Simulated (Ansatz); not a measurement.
# Calculations on O

Part 1: A change

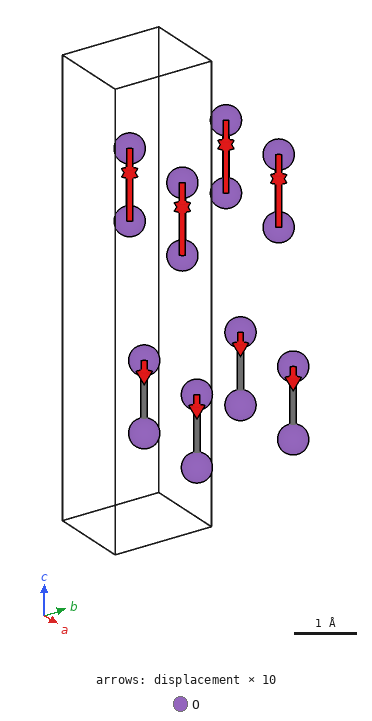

A symmetric starting cell of O. The red arrows show how the atoms are displaced (without the part that the change of the cell carries along), magnified 10 times. Besides, the cell is strained by +2.3 % along c and −0.7 % across it (volume +0.9 %). Style: ball-and-stick. Shown: the cell of the calculation, repeated 2 × 2 × 1 with one cell outlined, slightly off an axis.

All numbers below come from DFT PBE, scalar-relativistic, plane waves, PAW (Ansatz 0.2.0). Set-up: plane-wave cutoff 420 eV; k-point mesh 18 × 18 × 6; occupations gaussian; smearing width 0.1 eV; no spin polarisation.

How are the atoms displaced, and what does the calculation give?

Atoms are displaced by up to 0.10 Å (root mean square over those that move 0.07 Å) relative to the cell. No relaxation follows. The starting cell wasn't computed here and needn't be at equilibrium, so pressure and forces aren't due to the change alone. The pressure is 24.1 GPa (not all of it need come from the change, since the unchanged cell can be under pressure at this level too). The principal stresses (compression positive) are 61.8 GPa along c and 5.3 GPa across it. The largest forces, 13 eV/Å, act on 2 O atoms of the calculation's cell. The forces mostly point back along the displacements (cosine −0.92). Some distances before and after: O–O 1.220 → 1.090 to 1.203 Å. The space group (tolerance 0.01 Å) goes from P6_3/mmc (No. 194) to P3m1 (No. 156).

Part 2: A change

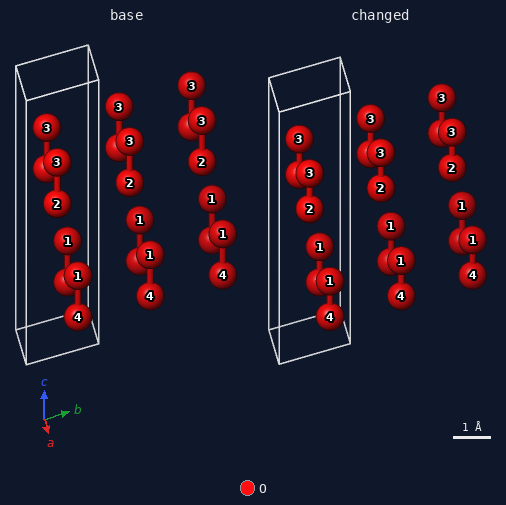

Left: a symmetric starting cell of O. Right: the same structure after one change, at the same scale. A ball-and-stick model of the cell of the calculation, repeated 2 × 3 × 1 with one cell outlined, seen from a free direction.

The calculation used Ansatz, DFT PBE, scalar-relativistic, plane waves, PAW. (plane-wave cutoff 420 eV; k-point mesh 21 × 21 × 6; occupations gaussian; smearing width 0.1 eV; no spin polarisation)

What distinguishes the right structure from the left one?

The cell is strained by −4.5 % along c and −1.5 % across it (volume −7.4 %) and atoms are displaced by 0.06 Å relative to the cell: O1 0.06 Å along −c. No relaxation follows. The starting cell wasn't computed here and needn't be at equilibrium, so pressure and forces aren't due to the change alone.

What does the change do?

The pressure is 68.3 GPa (not all of it need come from the change, since the unchanged cell can be under pressure at this level too). The principal stresses (compression positive) are 191.6 GPa along c and 6.6 GPa across it. The largest forces, 21 eV/Å, act on O1, O2, O3 and O4; on O4 it points along −c. The forces point straight back along the displacements (cosine −1.00). Some distances before and after: O–O 1.220 → 1.050 Å. The space group stays P6_3/mmc (No. 194).

Part 3: Distortion

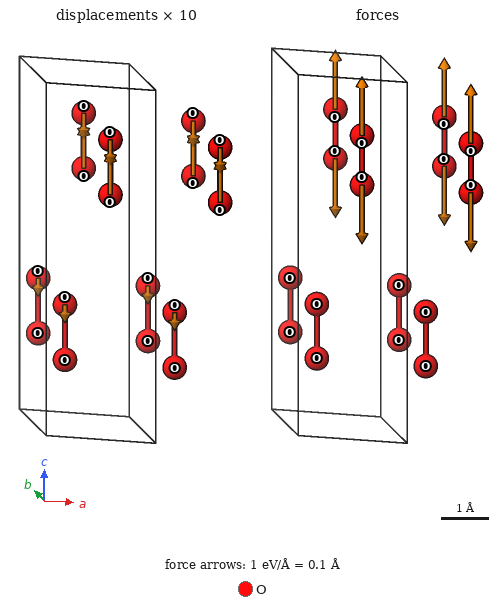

Left: a symmetric starting cell of O, with orange arrows for the displacements applied to it (without the part that the change of the cell carries along). Right: the displaced structure with the computed forces. Besides, the cell is strained by +2.3 % along c and −0.7 % across it (volume +0.9 %). The picture is a ball-and-stick view of the cell of the calculation, repeated 2 × 2 × 1 with one cell outlined, seen slightly off an axis.

Computed with DFT PBE, scalar-relativistic, plane waves, PAW in Ansatz 0.2.0. (plane-wave cutoff 420 eV; k-point mesh 18 × 18 × 6; occupations gaussian; smearing width 0.1 eV; no spin polarisation)

**Where do the forces point?**

Atoms are displaced by up to 0.10 Å (root mean square over those that move 0.07 Å) relative to the cell. No relaxation follows. The starting cell wasn't computed here and needn't be at equilibrium, so pressure and forces aren't due to the change alone. The pressure is 24.1 GPa (not all of it need come from the change, since the unchanged cell can be under pressure at this level too). The principal stresses (compression positive) are 61.8 GPa along c and 5.3 GPa across it. The largest forces, 13 eV/Å, act on 2 O atoms of the calculation's cell. The forces mostly point back along the displacements (cosine −0.92). Among the bonded contacts that change: O–O 1.220 → 1.090 to 1.203 Å. The space group (tolerance 0.01 Å) goes from P6_3/mmc (No. 194) to P3m1 (No. 156).
